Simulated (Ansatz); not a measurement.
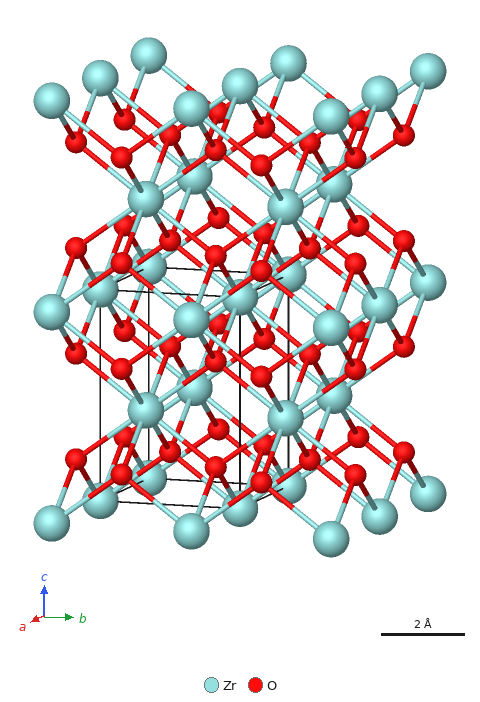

Fig. 1: The structure as given in the input (ball-and-stick view of the cell of the calculation, repeated 2 × 2 × 2, seen slightly off an axis). An atom can appear more than once, as a periodic image. Near neighbours in the periodic cell (some may lie outside the picture): Zr has 8 O at 2.20 Å; O has 4 Zr at 2.20 Å.

Geometry relaxation of ZrO₂ (part 1 of 2)

ZrO₂ (6 atoms in the cell), computed with DFT PBE, scalar-relativistic, plane waves, PAW, no spin polarisation (Ansatz 0.2.0).

The structure derives from a Materials Project entry. It belongs to a series of runs on one base structure; here: biaxial strain in the a-b plane, c and atoms relaxed: -1.5 %.

### The program's output
```
Engine: ansatz 0.2.0, x86_64-unknown-linux-gnu
Pseudopotentials: kind: paw
Pseudopotential: Zr, paw, valence charge 12, recommended cutoff 420 eV (normal), Zr.paw.azcp
Pseudopotential: O, paw, valence charge 6, recommended cutoff 420 eV (normal), O.paw.azcp
Functional definition: PBE
  parameter kappa = 0.804
  parameter beta = 0.06672455060314922
  exchange = pbe_x(kappa = kappa, mu = beta*pi^2/3)
  correlation = pbe_c(beta = beta)
Crystal: 6 atoms, lattice volume = 65.536 Å³
Basis set: ecut = 420 eV, 1261 PW (Γ), exchange–correlation on 48×48×72 points (8 copies of the dense FFT grid, shifted against one another)
Bands: 30, of which v1, the nominal top of the filled ones, is band 24 counted from 1 (23 counted from 0)
Symmetry: 32 space group operations
Space group: I4/mmm (ITA 139), of the structure as read, at distance tolerance 4.0e-5 Å
k-points: 40 of 216
Non-local potential: Zr, projectors of the file, l = 0: 3, l = 1: 2, l = 2: 2, l = 3: 2
Non-local potential: O, projectors of the file, l = 0: 2, l = 1: 2, l = 2: 1
PAW form: soft (Blöchl's): semilocal exchange-correlation on the pseudo side does not see the compensation charge
PAW one-centre angular grid: Zr, 590 points (default); XC on 64 Gauss nodes
PAW one-centre angular grid: O, 110 points (default); XC on 64 Gauss nodes
Initial density: superposition of atomic densities (neutral atoms: chi_scale 0, normalization atom), corrected by the library's trained network
Initial wavefunctions: pseudopotential atomic-orbital guess
Functional: x = pbe(κ = 0.804, μ = 0.2195149727645171), c = pbe(β = 0.06672455060314922)
SCF iter   1: F=—  HF=-10647.583851 eV  |F-HF|=—  |Δ(HF+E_count)|=         —  Δρ=2.27e-3  dr2=2.24e-3  ethr=1.77e-3  ⟨swp⟩=5.7  Hψ=4929  notcnv=0
preconditioner: auto → Resta (q_TF=auto, 2.590 Å⁻¹)  ε∞=4.3  [insulator: Δε(μ)=3.190 eV  Ē_g=16.657 eV  σ=0.020 eV  W_gap=1.00  n_scr=20 (ndim 8)  ℏωp=30.4 eV  f_vac=0.023  D(μ)=0.00/eV (n_scr^D=0)  ε∞_Penn≈4.3]
SCF iter   2: F=—  HF=-10647.583003 eV  |F-HF|=—  |Δ(HF+E_count)|=   8.48e-4  Δρ=8.93e-4  dr2=1.71e-4  ethr=4.66e-6  ⟨swp⟩=2.0  Hψ=2640  notcnv=0  defer=78
SCF iter   3: F=—  HF=-10647.583112 eV  |F-HF|=—  |Δ(HF+E_count)|=   1.09e-4  Δρ=4.66e-4  dr2=3.86e-5  ethr=3.57e-7  ⟨swp⟩=2.0  Hψ=1666  notcnv=0  defer=78
SCF iter   4: F=—  HF=-10647.583020 eV  |F-HF|=—  |Δ(HF+E_count)|=   9.19e-5  Δρ=1.44e-4  dr2=4.30e-6  ethr=8.05e-8  ⟨swp⟩=2.0  Hψ=1994  notcnv=0  defer=78
SCF iter   5: F=—  HF=-10647.583031 eV  |F-HF|=—  |Δ(HF+E_count)|=   1.12e-5  Δρ=1.95e-5  dr2=1.42e-7  ethr=8.96e-9  ⟨swp⟩=2.0  Hψ=2063  notcnv=0  defer=78
SCF iter   6: F=-10647.583031 eV  HF=-10647.583031 eV  |F-HF|=6.20e-9  |Δ(HF+E_count)|=   2.51e-7  Δρ=2.21e-6  dr2=4.25e-9  ethr=2.08e-10  ⟨swp⟩=11.2  Hψ=7681  notcnv=0
SCF 1 converged in 6 iterations: F = -10647.583031 eV  dr2 = 4.25e-9
  greatest PAW one-centre occupation: 0.995 electrons in one spin orbital (limit 2), on the Zr atom at site 1 (counted from 0), in its partial waves of l = 0
relax step   1: F+E_penalty+E_count = -10647.58303149 eV  Δ(F+E_penalty+E_count) = +0.000e0 eV  max|allowed force component| = 4.626e-18 eV/Å  Δτ_max = 0.0000 Å  P = +5.287 GPa  Ω = 65.536 Å³  fix = [a, b, gamma]  reactions: a +8.820, b +8.820 GPa  (6 SCF iters, dr2 threshold 1.00e-7 eV, accepted)
Crystal: 6 atoms, lattice volume = 65.168 Å³
Initial density: handed on by an earlier stage of this run
Initial wavefunctions: those handed on with the density
iter 1 solved again at ethr=1.32e-6 eV; its pass at ethr=3.10e-3 eV (dr2=6.34e-4 eV) is discarded
SCF iter   1: F=—  HF=-10647.585373 eV  |F-HF|=—  |Δ(HF+E_count)|=         —  Δρ=1.07e-3  dr2=5.37e-4  ethr=1.32e-6  ⟨swp⟩=2.1  Hψ=6088  notcnv=0
preconditioner: auto → Resta (q_TF=auto, 2.593 Å⁻¹)  ε∞=4.3  [insulator: Δε(μ)=3.234 eV  Ē_g=16.687 eV  σ=0.020 eV  W_gap=1.00  n_scr=20 (ndim 8)  ℏωp=30.5 eV  f_vac=0.023  D(μ)=0.00/eV (n_scr^D=0)  ε∞_Penn≈4.3]
SCF iter   2: F=—  HF=-10647.585083 eV  |F-HF|=—  |Δ(HF+E_count)|=   2.90e-4  Δρ=3.58e-4  dr2=6.66e-5  ethr=1.12e-6  ⟨swp⟩=2.0  Hψ=1807  notcnv=0
SCF iter   3: F=—  HF=-10647.585080 eV  |F-HF|=—  |Δ(HF+E_count)|=   2.81e-6  Δρ=1.92e-4  dr2=2.24e-5  ethr=1.39e-7  ⟨swp⟩=2.2  Hψ=1573  notcnv=0
SCF iter   4: F=—  HF=-10647.585084 eV  |F-HF|=—  |Δ(HF+E_count)|=   4.37e-6  Δρ=3.84e-5  dr2=1.04e-6  ethr=4.66e-8  ⟨swp⟩=2.8  Hψ=2363  notcnv=0
SCF iter   5: F=-10647.585086 eV  HF=-10647.585086 eV  |F-HF|=5.50e-8  |Δ(HF+E_count)|=   1.13e-6  Δρ=7.79e-6  dr2=3.11e-8  ethr=1.25e-9  ⟨swp⟩=9.3  Hψ=8191  notcnv=0
SCF 2 converged in 5 iterations: F = -10647.585086 eV  dr2 = 3.11e-8
relax step   2: F+E_penalty+E_count = -10647.58508567 eV  Δ(F+E_penalty+E_count) = -2.054e-3 eV  max|allowed force component| = 2.458e-18 eV/Å  Δτ_max = 0.0000 Å  P = +6.793 GPa  Ω = 65.168 Å³  energy of the carried Pulay correction = +1.580e-3 eV  fix = [a, b, gamma]  reactions: a +9.499, b +9.499 GPa  (5 SCF iters, dr2 threshold 6.00e-7 eV, accepted)
Crystal: 6 atoms, lattice volume = 65.329 Å³
iter 1 solved again at ethr=2.63e-7 eV; its pass at ethr=3.10e-3 eV (dr2=1.26e-4 eV) is discarded
SCF iter   1: F=—  HF=-10647.585279 eV  |F-HF|=—  |Δ(HF+E_count)|=         —  Δρ=4.70e-4  dr2=1.03e-4  ethr=2.63e-7  ⟨swp⟩=2.7  Hψ=6051  notcnv=0
preconditioner: auto → Resta (q_TF=auto, 2.592 Å⁻¹)  ε∞=4.3  [insulator: Δε(μ)=3.193 eV  Ē_g=16.664 eV  σ=0.020 eV  W_gap=1.00  n_scr=20 (ndim 8)  ℏωp=30.5 eV  f_vac=0.024  D(μ)=0.00/eV (n_scr^D=0)  ε∞_Penn≈4.3]
SCF iter   2: F=—  HF=-10647.585082 eV  |F-HF|=—  |Δ(HF+E_count)|=   1.98e-4  Δρ=1.57e-4  dr2=1.25e-5  ethr=2.15e-7  ⟨swp⟩=2.0  Hψ=1813  notcnv=0
SCF iter   3: F=—  HF=-10647.585081 eV  |F-HF|=—  |Δ(HF+E_count)|=   5.18e-7  Δρ=8.42e-5  dr2=4.19e-6  ethr=2.60e-8  ⟨swp⟩=2.2  Hψ=1573  notcnv=0
SCF iter   4: F=-10647.585082 eV  HF=-10647.585082 eV  |F-HF|=1.79e-7  |Δ(HF+E_count)|=   7.56e-7  Δρ=1.65e-5  dr2=1.87e-7  ethr=1.25e-9  ⟨swp⟩=6.2  Hψ=8138  notcnv=0
SCF 3 converged in 4 iterations: F = -10647.585082 eV  dr2 = 1.87e-7
relax step   3: F+E_penalty+E_count = -10647.58508202 eV  Δ(F+E_penalty+E_count) = +3.652e-6 eV  max|allowed force component| = 6.939e-18 eV/Å  Δτ_max = 0.0000 Å  P = +6.129 GPa  Ω = 65.329 Å³  energy of the carried Pulay correction = +8.891e-4 eV  fix = [a, b, gamma]  reactions: a +9.198, b +9.198 GPa  (4 SCF iters, dr2 threshold 6.00e-7 eV, accepted)
Initial wavefunctions: pseudopotential atomic-orbital guess (no wavefunctions were taken with the density)
iter 1 solved again at ethr=3.64e-9 eV; its pass at ethr=3.10e-3 eV (dr2=1.75e-6 eV) is discarded
SCF iter   1: F=—  HF=-10647.584340 eV  |F-HF|=—  |Δ(HF+E_count)|=         —  Δρ=3.79e-5  dr2=2.84e-7  ethr=3.64e-9  ⟨swp⟩=3.8  Hψ=8789  notcnv=0
preconditioner: auto → Resta (q_TF=auto, 2.592 Å⁻¹)  ε∞=4.3  [insulator: Δε(μ)=3.196 eV  Ē_g=16.666 eV  σ=0.020 eV  W_gap=1.00  n_scr=20 (ndim 8)  ℏωp=30.5 eV  f_vac=0.024  D(μ)=0.00/eV (n_scr^D=0)  ε∞_Penn≈4.3]
SCF iter   2: F=—  HF=-10647.584163 eV  |F-HF|=—  |Δ(HF+E_count)|=   1.77e-4  Δρ=1.98e-5  dr2=1.09e-7  ethr=5.91e-10  ⟨swp⟩=2.0  Hψ=1961  notcnv=0
SCF iter   3: F=—  HF=-10647.584163 eV  |F-HF|=—  |Δ(HF+E_count)|=   1.68e-7  Δρ=5.69e-6  dr2=2.29e-8  ethr=2.26e-10  ⟨swp⟩=2.0  Hψ=1576  notcnv=0
SCF iter   4: F=—  HF=-10647.584163 eV  |F-HF|=—  |Δ(HF+E_count)|=   1.54e-8  Δρ=2.35e-6  dr2=2.63e-9  ethr=4.77e-11  ⟨swp⟩=2.0  Hψ=1814  notcnv=0
SCF iter   5: F=—  HF=-10647.584163 eV  |F-HF|=—  |Δ(HF+E_count)|=   3.61e-9  Δρ=8.44e-7  dr2=3.94e-10  ethr=5.49e-12  ⟨swp⟩=2.0  Hψ=1806  notcnv=0
SCF iter   6: F=—  HF=-10647.584163 eV  |F-HF|=—  |Δ(HF+E_count)|=  9.46e-11  Δρ=1.79e-7  dr2=1.34e-11  ethr=1.00e-12  ⟨swp⟩=2.0  Hψ=1657  notcnv=0
SCF iter   7: F=-10647.584163 eV  HF=-10647.584163 eV  |F-HF|=3.64e-12  |Δ(HF+E_count)|=  1.09e-11  Δρ=1.60e-8  dr2=1.44e-13  ethr=1.00e-12  ⟨swp⟩=5.2  Hψ=4689  notcnv=0
SCF 4 converged in 7 iterations: F = -10647.584163 eV  dr2 = 1.44e-13
relax step   4: F+E_penalty+E_count = -10647.58416298 eV  Δ(F+E_penalty+E_count) = +9.190e-4 eV  max|allowed force component| = 6.939e-18 eV/Å  Δτ_max = 0.0000 Å  P = +6.106 GPa  Ω = 65.329 Å³  fix = [a, b, gamma]  reactions: a +9.185, b +9.185 GPa  stress off target by 5.22e-2 GPa on what of the cell is left free  SCF on the basis re-selected at this cell (its energy is not comparable with the rows above)  (7 SCF iters)
basis re-selected at this cell: Δ(F+E_penalty+E_count) = +9.190e-4 eV, ΔP = -0.023 GPa vs the last step (what re-selecting the basis moved, of the pressure what is left beyond the Pulay correction that the steps carried, after the strain that the cell walked since its last selection, with what the two solves' SCF thresholds leave and, on support functions, any second-order correction that the steps lacked; it is no measure of the basis error at this ecutwfc). This SCF's stress stands 5.22e-2 GPa from its target on what of the cell is left free (relax.cell.stress_tol is 1.50e-2 GPa) and its largest allowed force component is 6.94e-18 eV/Å (relax.f_tol is 8.00e-3 eV/Å): not within both, so this SCF does not close the relaxation
Crystal: 6 atoms, lattice volume = 65.323 Å³
iter 1 solved again at ethr=4.58e-10 eV; its pass at ethr=3.10e-3 eV (dr2=2.20e-7 eV) is discarded
SCF iter   1: F=—  HF=-10647.584367 eV  |F-HF|=—  |Δ(HF+E_count)|=         —  Δρ=1.93e-5  dr2=1.83e-7  ethr=4.58e-10  ⟨swp⟩=2.8  Hψ=5919  notcnv=0
preconditioner: auto → Resta (q_TF=auto, 2.592 Å⁻¹)  ε∞=4.3  [insulator: Δε(μ)=3.197 eV  Ē_g=16.667 eV  σ=0.020 eV  W_gap=1.00  n_scr=20 (ndim 8)  ℏωp=30.5 eV  f_vac=0.023  D(μ)=0.00/eV (n_scr^D=0)  ε∞_Penn≈4.3]
SCF iter   2: F=—  HF=-10647.584190 eV  |F-HF|=—  |Δ(HF+E_count)|=   1.77e-4  Δρ=6.89e-6  dr2=2.69e-8  ethr=3.82e-10  ⟨swp⟩=2.0  Hψ=2031  notcnv=0
SCF iter   3: F=—  HF=-10647.584190 eV  |F-HF|=—  |Δ(HF+E_count)|=   2.85e-9  Δρ=3.38e-6  dr2=7.02e-9  ethr=1.42e-11  ⟨swp⟩=6.9  Hψ=6195  notcnv=0
SCF iter   4: F=-10647.584190 eV  HF=-10647.584190 eV  |F-HF|=1.69e-10  |Δ(HF+E_count)|=   1.54e-9  Δρ=9.94e-7  dr2=7.90e-10  ethr=1.42e-11  ⟨swp⟩=6.7  Hψ=5904  notcnv=0
SCF 5 converged in 4 iterations: F = -10647.584190 eV  dr2 = 7.90e-10
relax step   5: F+E_penalty+E_count = -10647.58418999 eV  Δ(F+E_penalty+E_count) = -2.702e-5 eV  max|allowed force component| = 3.469e-18 eV/Å  Δτ_max = 0.0000 Å  P = +6.130 GPa  Ω = 65.323 Å³  energy of the carried Pulay correction = +2.602e-5 eV  fix = [a, b, gamma]  reactions: a +9.195, b +9.195 GPa  (4 SCF iters, dr2 threshold 6.82e-9 eV, accepted)
iter 1 solved again at ethr=2.75e-9 eV; its pass at ethr=3.10e-3 eV (dr2=1.32e-6 eV) is discarded
SCF iter   1: F=—  HF=-10647.584305 eV  |F-HF|=—  |Δ(HF+E_count)|=         —  Δρ=4.69e-6  dr2=6.37e-9  ethr=2.75e-9  ⟨swp⟩=4.0  Hψ=8923  notcnv=0
SCF iter   2: F=—  HF=-10647.584128 eV  |F-HF|=—  |Δ(HF+E_count)|=   1.77e-4  Δρ=2.67e-6  dr2=3.12e-9  ethr=1.33e-11  ⟨swp⟩=3.1  Hψ=2366  notcnv=0
SCF iter   3: F=—  HF=-10647.584128 eV  |F-HF|=—  |Δ(HF+E_count)|=  2.55e-10  Δρ=1.22e-6  dr2=4.54e-10  ethr=6.49e-12  ⟨swp⟩=2.0  Hψ=1566  notcnv=0
SCF iter   4: F=—  HF=-10647.584128 eV  |F-HF|=—  |Δ(HF+E_count)|=  5.53e-10  Δρ=3.60e-7  dr2=8.03e-11  ethr=1.00e-12  ⟨swp⟩=2.0  Hψ=1795  notcnv=0
SCF iter   5: F=—  HF=-10647.584128 eV  |F-HF|=—  |Δ(HF+E_count)|=  5.46e-11  Δρ=1.51e-7  dr2=1.12e-11  ethr=1.00e-12  ⟨swp⟩=1.4  Hψ=1222  notcnv=0
SCF iter   6: F=-10647.584128 eV  HF=-10647.584128 eV  |F-HF|=5.46e-12  |Δ(HF+E_count)|=  1.27e-11  Δρ=8.43e-8  dr2=3.21e-12  ethr=1.00e-12  ⟨swp⟩=5.0  Hψ=4451  notcnv=0
SCF 6 converged in 6 iterations: F = -10647.584128 eV  dr2 = 3.21e-12
relax step   6: F+E_penalty+E_count = -10647.58412829 eV  Δ(F+E_penalty+E_count) = +6.170e-5 eV  max|allowed force component| = 4.120e-18 eV/Å  Δτ_max = 0.0000 Å  P = +6.130 GPa  Ω = 65.323 Å³  fix = [a, b, gamma]  reactions: a +9.195, b +9.195 GPa  stress off target by 1.35e-3 GPa on what of the cell is left free  SCF on the basis re-selected at this cell (its energy is not comparable with the rows above)  (6 SCF iters)
```

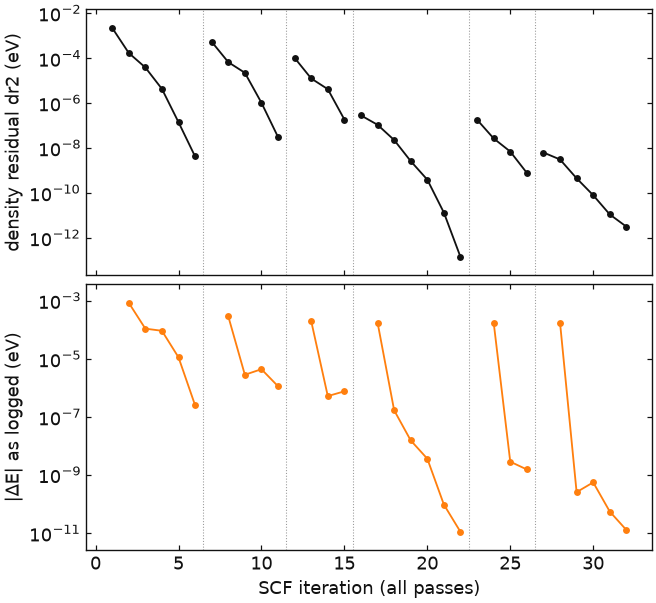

Fig. 2: Convergence of the self-consistent field: density residual dr2 and size of the energy change against the SCF iteration. The dotted lines part the SCF passes of the relaxation: geometry steps, rejected trials and re-solves on a re-selected basis. The 6 passes take 4 to 7 iterations each, 32 in all.

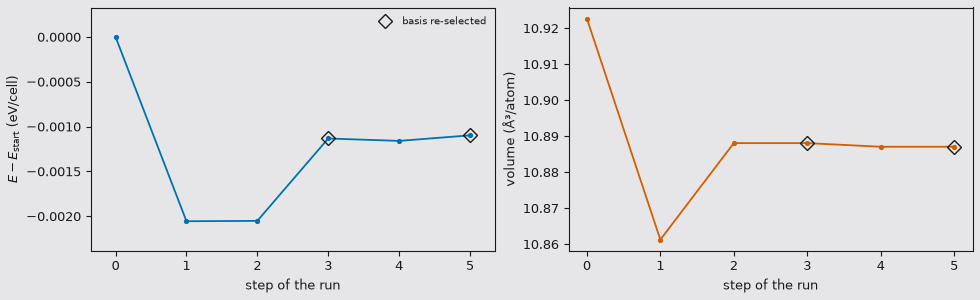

Fig. 3: Progress of the relaxation, step by step (the first geometry is step 0 here and step 1 in the log). No atom moves by more than 0.005 Å relative to the cell. The volume changes by −0.3 %, with a = b stay at 3.563 Å, c 5.162 → 5.145 Å (−0.3 %). The space group stays I4/mmm (No. 139). After 3 geometry steps the energy has fallen by 1.2 meV per cell of the calculation. All forces vanish by symmetry, so only the cell relaxes. Pressure: 5.29 GPa at the start and 6.13 GPa at the end. The basis was re-selected once at an unchanged geometry, which shifts the energy a little without any move. The energy change given includes the shifts at the re-selections in mid-walk, which come without any move. A last SCF at the same geometry on a re-selected plane-wave basis shifts the energy by +0.1 meV per cell of the calculation. (Atoms are counted from 1 in the order of the input.)
